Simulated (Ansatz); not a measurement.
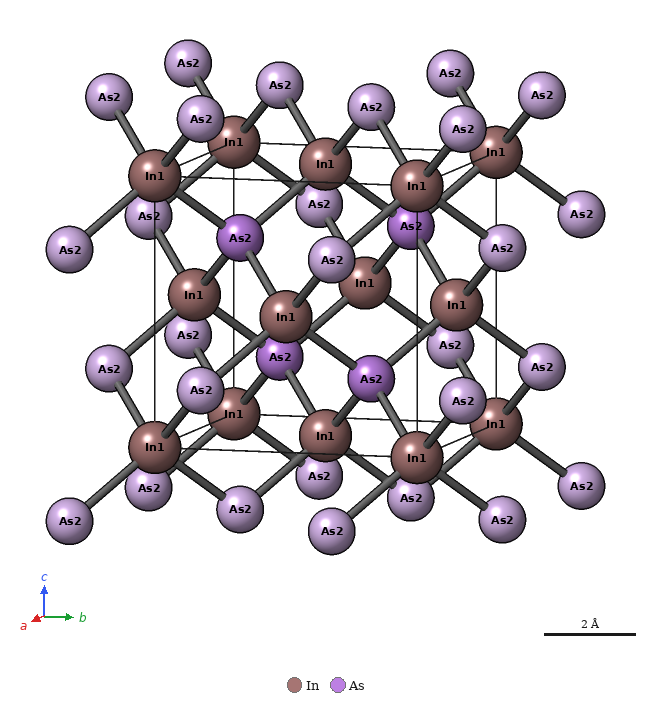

Fig. 1: The structure as given in the input (ball-and-stick view of the cell 4 times as large as that of the calculation, set on its symmetry axes, seen slightly off an axis; neighbours outside the cell are drawn fainter; atoms are numbered from 1 in the order of the input).

**What a change does: band-structure calculation on InAs**

System: InAs (2 atoms in the cell).
Method of run 1: DFT, LDA, PAW with Ansatz's default frozen-core files, scalar-relativistic, no spin polarisation (Ansatz 0.2.0).

The structure derives from an entry of the Crystallography Open Database. Text and figures count atoms from 1; the logs count them from 0 in places.

**The input, run 1**
```yaml
crystal:
  lattice:
    - [0.0, 3.024, 3.024]
    - [3.024, 0.0, 3.024]
    - [3.024, 3.024, 0.0]
  atoms:
    - { symbol: In, position: [0.0, 0.0, 0.0] }
    - { symbol: As, position: [0.75, 0.75, 0.75] }
kpoints:
  mp_grid: { grid: [10, 10, 10] }
  band_path:
    path:
      - [0.0, 0.0, 0.0]
      - [-0.5, -0.5, 0.0]
      - [-0.375, -0.375, 0.25]
      - [-0.375, 0.0, 0.375]
      - [0.0, 0.0, 0.0]
      - [0.0, 0.0, 0.5]
      - [-0.5, -0.25, 0.25]
      - [-0.5, -0.5, 0.0]
    npoints: 5
scf:
  occupations: { method: fermi_dirac, width: 0.08 }
hamiltonian:
  xc: lda
  pseudopotentials: { kind: paw }
output:
  forces: true
  stress: true
  eigenvalues: true
  efg: { contact_densities: true }
```

Hardware: 1 thread of an x86-64 CPU, shared host.

**Output, shortened to warnings, some set-up lines, iterations and results (run 1)**
```
Basis set: ecut = 420 eV, 1067 PW (Γ)
Symmetry: 24 space group operations
k-points: 47 of 1000 (time reversal used)
Initial density: superposition of atomic densities (neutral atoms: chi_scale 0, normalization atom), corrected by the library's trained network
[...]
SCF iter   1: F=—  HF=-10231.252697 eV  |F-HF|=—  |Δ(HF+E_count)|=         —  Δρ=7.04e-3  dr2=2.25e-2  ethr=1.77e-3  ⟨swp⟩=5.9  Hψ=4325  notcnv=0
SCF iter   2: F=—  HF=-10231.244566 eV  |F-HF|=—  |Δ(HF+E_count)|=   8.13e-3  Δρ=2.42e-3  dr2=1.50e-3  ethr=8.05e-5  ⟨swp⟩=3.0  Hψ=1827  notcnv=0
SCF iter   3: F=—  HF=-10231.244352 eV  |F-HF|=—  |Δ(HF+E_count)|=   2.14e-4  Δρ=7.54e-4  dr2=2.18e-4  ethr=5.37e-6  ⟨swp⟩=2.8  Hψ=1634  notcnv=0
SCF iter   4: F=—  HF=-10231.244313 eV  |F-HF|=—  |Δ(HF+E_count)|=   3.90e-5  Δρ=2.45e-4  dr2=2.00e-5  ethr=7.79e-7  ⟨swp⟩=2.7  Hψ=1488  notcnv=0
SCF iter   5: F=—  HF=-10231.244310 eV  |F-HF|=—  |Δ(HF+E_count)|=   3.64e-6  Δρ=1.89e-5  dr2=1.50e-7  ethr=7.13e-8  ⟨swp⟩=2.3  Hψ=1208  notcnv=0
SCF iter   6: F=-10231.244310 eV  HF=-10231.244310 eV  |F-HF|=2.53e-10  |Δ(HF+E_count)|=   2.29e-8  Δρ=4.70e-6  dr2=1.16e-8  ethr=3.57e-10  ⟨swp⟩=5.0  Hψ=3604  notcnv=0
SCF 1 converged in 6 iterations: F = -10231.244310 eV  dr2 = 1.16e-8
NSCF: frozen V_eff on 36 k-points
SCF converged after 6 iterations
Free energy (F): -10231.244310 eV
Harris-Foulkes:  -10231.244310 eV  (|F-HF|=2.53e-10)
Internal energy: -10231.243594 eV  (E = F + TS)
E sigma→0 (E₀):  -10231.243952 eV
Entropy (-TS):   -0.000715 eV (-0.358 meV/atom)
Fermi energy:    7.690961 eV
--- Per-component energies (eV) ---
  E_band       = -322.385430
  E_kinetic    = 348.167334
  E_local      = -3286.142648  (includes V_loc(G=0)·N_el)
  E_nonlocal   = -295.021057
  E_hartree    = 1584.355368
  E_xc         = -292.439277
  E_vxc        = -180.646562  (∫ρ·V_xc dr)
  E_paw        = -5769.739173  (= ΣΔE_a)
  E_vpaw       = -77.456803  (= ΣTr[D̂ρ^β])
  E_aug_tail   = 0.000035  (compensation charges beyond the density's cutoff)
  E_ewald      = -2522.783943
  E_core_change = 2.359766  (= ΣΔE_core)
  E_smearing   = -0.000715  (= −TS)
  E_closure    = -0.000000  (closes the sum)
  Σ components = -10231.244310   (vs F -10231.244310, Δ=0.00e0)
--- Forces (eV/Å), atoms counted from 1 ---
  atom   1  In    -0.00000000    -0.00000000    -0.00000000
  atom   2  As     0.00000000    -0.00000000     0.00000000
  max |Σ_I F_I| component: 1.80e-16 eV/Å
--- Stress (GPa, compression-positive) ---
       -0.638868      -0.000000      -0.000000
        0.000000      -0.638868       0.000000
        0.000000       0.000000      -0.638868
  P = ⅓ Tr σ = -0.6389 GPa (-6.389 kbar)
--- PAW observables at the nuclei: V_zz in 10²¹ V/m², potentials from the cell's mean, atoms counted from 1 ---
  atom   1  In V_zz =    +0.000000   η = 0.0000   by run symmetry: forbidden
            electrostatic potential = -7936.422734 V   contact ρ = 1128471.227548 e/Å³
  atom   2  As V_zz =    +0.000000   η = 0.0000   by run symmetry: forbidden
            electrostatic potential = -4514.810487 V   contact ρ = 234352.547825 e/Å³
```

For run 2 the input was changed thus:
```diff
-  xc: lda
+  xc: pbesol
```

How does run 2 compare with run 1?

The total energies belong to different methods, so their difference says nothing on which is more stable or more accurate. The pressure goes from −0.64 to 1.13 GPa. The functional changes from LDA to PBEsol. Along LDA, PBEsol, PBE and RPBE the binding weakens and the preferred volume grows, so the same cell is under more pressure with the later ones. The number of SCF iterations is the same.

**Output, shortened to warnings, some set-up lines, iterations and results (run 2)**
```
Basis set: ecut = 420 eV, 1067 PW (Γ), exchange–correlation on 60×60×60 points (8 copies of the dense FFT grid, shifted against one another)
Symmetry: 24 space group operations
k-points: 47 of 1000 (time reversal used)
Initial density: superposition of atomic densities (neutral atoms: chi_scale 0, normalization atom), corrected by the library's trained network
[...]
SCF iter   1: F=—  HF=-10338.831845 eV  |F-HF|=—  |Δ(HF+E_count)|=         —  Δρ=4.42e-3  dr2=1.86e-2  ethr=1.77e-3  ⟨swp⟩=5.8  Hψ=4164  notcnv=0
SCF iter   2: F=—  HF=-10338.824621 eV  |F-HF|=—  |Δ(HF+E_count)|=   7.22e-3  Δρ=1.49e-3  dr2=1.04e-3  ethr=6.63e-5  ⟨swp⟩=2.0  Hψ=1591  notcnv=0
SCF iter   3: F=—  HF=-10338.824446 eV  |F-HF|=—  |Δ(HF+E_count)|=   1.75e-4  Δρ=4.90e-4  dr2=1.38e-4  ethr=3.70e-6  ⟨swp⟩=2.0  Hψ=1504  notcnv=0
SCF iter   4: F=—  HF=-10338.824475 eV  |F-HF|=—  |Δ(HF+E_count)|=   2.92e-5  Δρ=2.04e-4  dr2=1.44e-5  ethr=4.93e-7  ⟨swp⟩=2.0  Hψ=1015  notcnv=0
SCF iter   5: F=—  HF=-10338.824484 eV  |F-HF|=—  |Δ(HF+E_count)|=   9.06e-6  Δρ=1.69e-5  dr2=1.04e-7  ethr=5.14e-8  ⟨swp⟩=2.0  Hψ=1005  notcnv=0
SCF iter   6: F=-10338.824484 eV  HF=-10338.824484 eV  |F-HF|=4.04e-9  |Δ(HF+E_count)|=   3.46e-8  Δρ=3.64e-6  dr2=5.03e-9  ethr=3.57e-10  ⟨swp⟩=5.4  Hψ=3662  notcnv=0
SCF 1 converged in 6 iterations: F = -10338.824484 eV  dr2 = 5.03e-9
NSCF: frozen V_eff on 36 k-points
SCF converged after 6 iterations
Free energy (F): -10338.824484 eV
Harris-Foulkes:  -10338.824484 eV  (|F-HF|=4.04e-9)
Internal energy: -10338.823774 eV  (E = F + TS)
E sigma→0 (E₀):  -10338.824129 eV
Entropy (-TS):   -0.000710 eV (-0.355 meV/atom)
Fermi energy:    7.867462 eV
--- Per-component energies (eV) ---
  E_band       = -315.886192
  E_kinetic    = 347.260159
  E_local      = -3278.402449  (includes V_loc(G=0)·N_el)
  E_nonlocal   = -299.751892
  E_hartree    = 1583.444181
  E_xc         = -292.100933
  E_vxc        = -179.104721  (∫ρ·V_xc dr)
  E_paw        = -5877.691264  (= ΣΔE_a)
  E_vpaw       = -72.772144  (= ΣTr[D̂ρ^β])
  E_aug_tail   = 0.000034  (compensation charges beyond the density's cutoff)
  E_ewald      = -2522.783943
  E_core_change = 1.202331  (= ΣΔE_core)
  E_smearing   = -0.000710  (= −TS)
  E_closure    = 0.000000  (closes the sum)
  Σ components = -10338.824484   (vs F -10338.824484, Δ=0.00e0)
--- Forces (eV/Å), atoms counted from 1 ---
  atom   1  In    -0.00000000     0.00000000    -0.00000000
  atom   2  As     0.00000000    -0.00000000     0.00000000
  max |Σ_I F_I| component: 2.04e-16 eV/Å
--- Stress (GPa, compression-positive) ---
        1.129244       0.000000      -0.000000
        0.000000       1.129244       0.000000
        0.000000       0.000000       1.129244
  P = ⅓ Tr σ = 1.1292 GPa (11.292 kbar)
--- PAW observables at the nuclei: V_zz in 10²¹ V/m², potentials from the cell's mean, atoms counted from 1 ---
  atom   1  In V_zz =    +0.000000   η = 0.0000   by run symmetry: forbidden
            electrostatic potential = -7936.582568 V   contact ρ = 1131359.826156 e/Å³
  atom   2  As V_zz =    +0.000000   η = 0.0000   by run symmetry: forbidden
            electrostatic potential = -4514.763596 V   contact ρ = 235053.844990 e/Å³
```

**The two runs side by side**

```tsv
quantity	run 1	run 2
outcome	converged	converged
free energy per atom (eV)	−5115.6222	−5169.4122
pressure (GPa)	−0.64	1.13
largest force (eV/Å)	0.000	0.000
SCF iterations	6	6
irreducible k-points	47	47
plane waves at Γ	1067	1067
wall time (shared host)	7.9 s	8.3 s
```

For both runs: Warnings: the field gradients leave out spin–orbit coupling.
